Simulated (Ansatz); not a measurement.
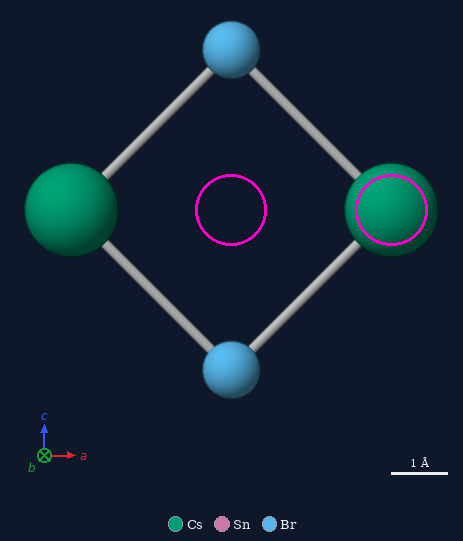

Perfect CsSnBr3. A ball-and-stick model of the atoms within 4.6 Å of one point, in a slice 5.0 Å thick across the line of sight, seen along the b axis.

These are results of DFT, PBEsol, PAW, plane waves (Ansatz), not measurements. (plane-wave cutoff 420 eV; k-point mesh 1 × 1 × 1; mesh shifted by (0.25, 0.25, 0.25); no spin polarisation) Fermi-Dirac smearing of 0.01 eV. The axes drawn are those of the host's conventional cell.

A caesium atom is replaced by tin and an extra caesium atom is put between the host's atoms (an interstitial), the two sites 2.9 Å apart at the ringed places, in charge state 0. The supercell has 40 sites, and the atoms are relaxed at the host's cell.

### Predict the relaxed surroundings of the defect.

In the host the Cs atom has ; the Sn atom ends with 4 Br at 2.83 to 3.31 Å, 1 Sn at 3.01 Å. The Cs atom starts with 2 Cs at 2.87 to 2.88 Å, 4 Br at 2.87 to 2.88 Å around its place and ends with 7 Br at 3.55 to 3.79 Å, 1 Sn at 3.57 Å. Of the host's atoms, a bromine atom moves furthest from its site, by 1.84 Å. The Sn atom itself moves 2.42 Å from where it was put. The Cs atom itself moves 1.74 Å from where it was put.

The relaxed defect, seen from the same direction:

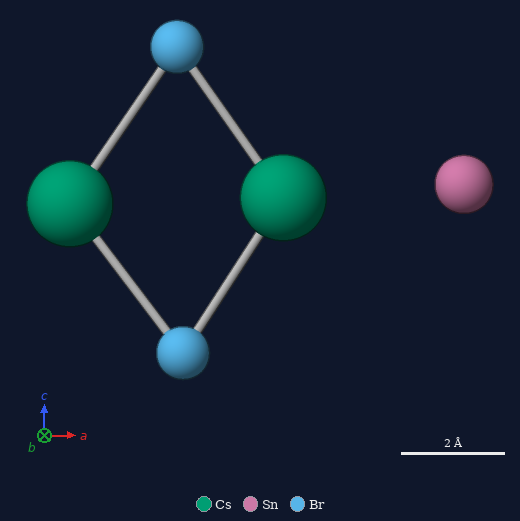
